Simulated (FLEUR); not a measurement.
## Energy of CoO along an even scaling of the cell

System: CoO (R3m, 2 atoms in the cell).
Method: Kohn-Sham DFT of a periodic cell, PBE, all-electron, spin-polarised (FLEUR MaX-R8.1 (later development tree)).

The 7 runs differ only in the geometry, by an even scaling of the cell at fixed fractional positions. The structure derives from a Materials Project entry.

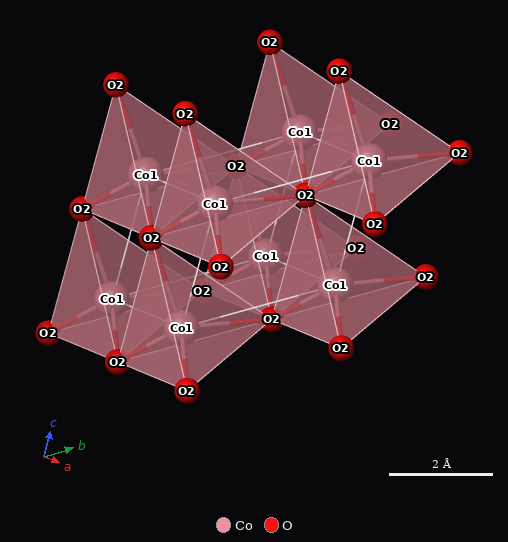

Figure 1. The structure of run 4 (polyhedral view of the cell of the calculation, seen slightly off an axis; polyhedra are completed across the faces of the cell; atoms are numbered from 1 in the order of the input).

### Input of run 4
```
<?xml version="1.0" encoding="UTF-8" standalone="no"?>
<fleurInput fleurInputVersion="0.39">
   <comment>
      CoO                                                                                                 
   </comment>
   <calculationSetup>
      <cutoffs Kmax="5.0" Gmax="15.5" GmaxXC="15.5" numbands="0"/>
      <scfLoop itmax="60" minDistance="0.00001" maxIterBroyd="15" imix="Anderson" alpha="0.05" precondParam="0.0" spinf="2.0" sdNocoIR="T"/>
      <coreElectrons ctail="T" frcor="F" kcrel="0" coretail_lmax="0"/>
      <xcFunctional name="pbe" relativisticCorrections="F"/>
      <magnetism jspins="2"/>
      <soc l_soc="F" theta="0.0" phi="0.0" spav="F"/>
      <expertModes spex="0" secvar="F"/>
      <geometryOptimization l_f="T" forcealpha="1.0" forcemix="BFGS" epsdisp="0.0005" epsforce="0.0002"/>
      <ldaU l_linMix="F" mixParam="0.05" spinf="1.0"/>
   </calculationSetup>
   <cell>
      <bzIntegration valenceElectrons="23.0" mode="hist" fermiSmearingEnergy="0.00183747">
         <kPointListSelection listName="default-1"/>
         <!-- k-points included here -->
         <xi:include xmlns:xi="http://www.w3.org/2001/XInclude" href="kpts.xml"> </xi:include>
      </bzIntegration>
      <!-- symmetry operations included here -->
      <xi:include xmlns:xi="http://www.w3.org/2001/XInclude" href="sym.xml"> </xi:include>
      <bulkLattice scale="1.0">
         <bravaisMatrix>
            <row-1>    3.0277566922129662     1.7480761412776495     4.8499270894253312</row-1>
            <row-2>   -3.0277566922129662     1.7480761412776495     4.8499270894253312</row-2>
            <row-3>    0.0000000000000000    -3.4961522825552991     4.8499270894253312</row-3>
         </bravaisMatrix>
      </bulkLattice>
   </cell>
   <atomSpecies>
      <species name="Cobalt (Co2.000" element="Co" atomicNumber="27">
         <mtSphere radius="1.84" gridPoints="625" logIncrement="0.019"/>
         <atomicCutoffs lmax="8" lnonsphr="6"/>
         <electronConfig flipSpins="F">
            <coreConfig>(1s1/2) (2s1/2) (2p1/2) (2p3/2)</coreConfig>
            <valenceConfig>(3s1/2) (3p1/2) (3p3/2) (4s1/2) (3d3/2) (3d5/2)</valenceConfig>
            <stateOccupation state="(3d3/2)" spinUp="1.5" spinDown="1.3"/>
            <stateOccupation state="(3d5/2)" spinUp="3.0" spinDown="1.2"/>
         </electronConfig>
         <energyParameters s="4" p="4" d="3" f="4"/>
         <lo type="SCLO" l="0" n="3" eDeriv="0"/>
         <lo type="SCLO" l="1" n="3" eDeriv="0"/>
         <lo type="SCLO" l="1" n="3" eDeriv="1"/>
         <lo type="SCLO" l="2" n="3" eDeriv="2"/>
         <lo type="SCLO" l="3" n="4" eDeriv="2"/>
      </species>
      <species name="Oxygen (O)" element="O" atomicNumber="8">
         <mtSphere radius="1.4" gridPoints="481" logIncrement="0.022"/>
         <atomicCutoffs lmax="8" lnonsphr="6"/>
         <electronConfig flipSpins="F">
            <coreConfig>(1s1/2)</coreConfig>
            <valenceConfig>(2s1/2) (2p1/2) (2p3/2)</valenceConfig>
            <stateOccupation state="(2p1/2)" spinUp="0.666667" spinDown="0.666667"/>
            <stateOccupation state="(2p3/2)" spinUp="1.333333" spinDown="1.333333"/>
         </electronConfig>
         <energyParameters s="2" p="2" d="3" f="4"/>
         <lo type="SCLO" l="0" n="2" eDeriv="2"/>
         <lo type="SCLO" l="1" n="2" eDeriv="2"/>
         <lo type="SCLO" l="2" n="3" eDeriv="2"/>
      </species>
   </atomSpecies>
   <atomGroups>
      <atomGroup species="Cobalt (Co2.000">
         <relPos label="                   1">-.0010216800 -.0010216800 -.0010216800</relPos>
         <force calculate="T" relaxXYZ="TTT"/>
      </atomGroup>
      <atomGroup species="Oxygen (O)">
         <relPos label="                   2">-.2489789700 -.2489789700 -.2489789700</relPos>
         <force calculate="T" relaxXYZ="TTT"/>
      </atomGroup>
   </atomGroups>
   <output dos="F" band="F" slice="F">
      <checks vchk="F" cdinf="F"/>
      <bandDOS minEnergy="-.5*Htr" maxEnergy="0.5*Htr" sigma="0.015" storeEVData="T"/>
      <vacuumDOS vacdos="F" integ="F" star="F" nstars="0" locx1="0.0" locy1="0.0" locx2="0.0" locy2="0.0" nstm="0" tworkf="0.0"/>
      <unfoldingBand unfoldBand="F" supercellX="1" supercellY="1" supercellZ="1"/>
      <plotting iplot="0" polar="F">
         <plot TwoD="T" vec1="  1.0  0.0  0.0" vec2="  0.0  1.0  0.0" vec3="  0.0  0.0  1.0" zero="  0.0  0.0  0.0" file="plot"/>
      </plotting>
      <chargeDensitySlicing numkpt="0" minEigenval="0.0" maxEigenval="0.0" nnne="0" pallst="F"/>
      <specialOutput eonly="F"/>
      <moessbauerParams electricFieldGradient="T" isomerShift="T" coreHyperfine="T" valenceHyperfine="T"/>
      <magneticCircularDichroism mcd="F" energyLo="-10.0" energyUp="0.0"/>
   </output>
  <!-- We include the file relax.xml here to enable relaxations (see documentation) -->
  <xi:include xmlns:xi="http://www.w3.org/2001/XInclude" href="relax.xml"> <xi:fallback/> </xi:include>
</fleurInput>
```

Command:
```bash
inpgen -f crystal.txt -profile fastHighL; fleur_MPI
```

Lattice vectors (Å) and fractional positions of run 4:
```
   1.602220    0.925042    2.566471
  -1.602220    0.925042    2.566471
   0.000000   -1.850084    2.566471
Co  0.998978  0.998978  0.998978
O   0.751021  0.751021  0.751021
```

Run 3 has the same physical settings and fractional positions; its lattice vectors (Å) are:
```
   1.591466    0.918834    2.549246
  -1.591466    0.918834    2.549246
   0.000000   -1.837667    2.549246
```

### Results, with one run withheld

```csv
run,volume per atom (Å³),"free energy per atom, from the lowest run given (meV)"
1,10.727,14.98
2,10.955,6.70
3,11.183,?
4,11.411,0.00
5,11.640,1.65
6,11.868,6.58
7,12.096,14.37
```

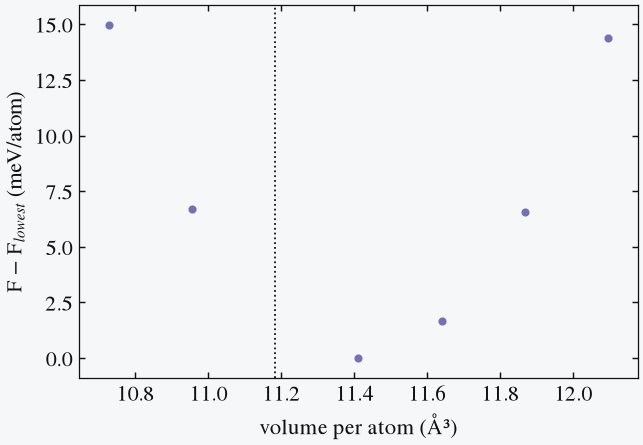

Figure 2. Free energy per atom of the runs given; the dotted line marks run 3.

What should run 3 give?

A cubic polynomial in V^(−2/3) (the Birch–Murnaghan form), fitted to the 6 runs given, misses them by at most 0.08 meV per atom. With x = V^(−2/3) − 0.19705 Å⁻², it reads F = 0.057806 − 118 x + 2.3808e+05 x² − 2.3024e+06 x³ (meV per atom). At run 3 it gives 1.68 meV per atom, and the run itself gives 1.61. The fit has its minimum at 11.411 Å³ per atom, where V d²F/dV² gives 115 GPa. Cell shape and fractional positions are held, so this is the stiffness under even scaling; the relaxed bulk modulus wasn't computed.

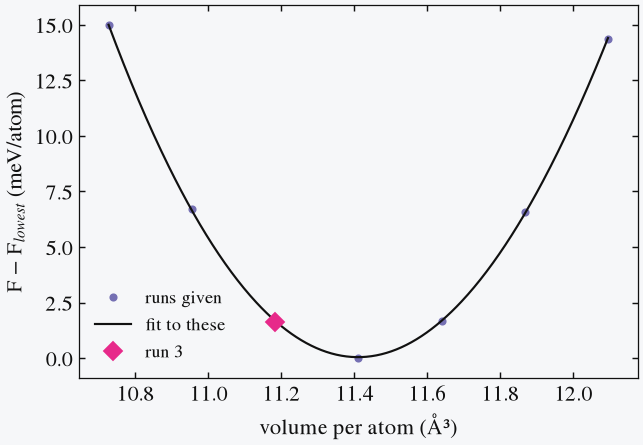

Figure 3. The fit and the withheld run.

### Output (run 3)
```
Welcome to FLEUR        (www.flapw.de)
      MaX-Release 8.1          (www.max-centre.eu)

 ========== k-point set info ==========
 Selected k-point list: default-1
 k-point list type: mesh
 10 x 10 x 10
 Number of k points: 116

 ------------Calculation Setup---------------------------
 Number of MPI-tasks      :            1
 Number of PE/node        :            1
 Number of OMP-threads    :            1
 Most efficient MPI parallelization for:
           1           2           4          29          58         116
 Additional eigenvalue parallelization possible
 Number of basis functions:          401
 Approximate size of matrices (H+S) per k-point:         0.005 GB
 --------------------------------------------------------

 Iteration:     1   Distance:      22.59005669 me/bohr^3

 Iteration:     2   Distance:      20.02996299 me/bohr^3

 Iteration:     3   Distance:      14.45968005 me/bohr^3

 Iteration:     4   Distance:      11.10343346 me/bohr^3

 Iteration:     5   Distance:      10.77369959 me/bohr^3

 Iteration:     6   Distance:       3.18379645 me/bohr^3

 Iteration:     7   Distance:       4.28683782 me/bohr^3

 Iteration:     8   Distance:       2.65742295 me/bohr^3

 Iteration:     9   Distance:       1.09765036 me/bohr^3

 Iteration:    10   Distance:       0.79260405 me/bohr^3

 Iteration:    11   Distance:       0.61774756 me/bohr^3

 Iteration:    12   Distance:       0.58722007 me/bohr^3

 Iteration:    13   Distance:       0.30208999 me/bohr^3

 Iteration:    14   Distance:       0.27464342 me/bohr^3

 Iteration:    15   Distance:       0.13762788 me/bohr^3

 Iteration:    16   Distance:       0.12913467 me/bohr^3

 Iteration:    17   Distance:       0.07972267 me/bohr^3

 Iteration:    18   Distance:       0.02728258 me/bohr^3

 Iteration:    19   Distance:       0.01576617 me/bohr^3

 Iteration:    20   Distance:       0.01692587 me/bohr^3

 Iteration:    21   Distance:       0.00938241 me/bohr^3

 Iteration:    22   Distance:       0.00301111 me/bohr^3

 Iteration:    23   Distance:       0.00125040 me/bohr^3

 Iteration:    24   Distance:       0.00077356 me/bohr^3

 Iteration:    25   Distance:       0.00077423 me/bohr^3

 Iteration:    26   Distance:       0.00012992 me/bohr^3

 Iteration:    27   Distance:       0.00002273 me/bohr^3

 Iteration:    28   Distance:       0.00005333 me/bohr^3

 Iteration:    29   Distance:       0.00001112 me/bohr^3

 Iteration:    30   Distance:       0.00001060 me/bohr^3

 Iteration:    31   Distance:       0.00000478 me/bohr^3

 ********************************************************************
 Run finished successfully
 Stop message:
   all done
 ********************************************************************
```
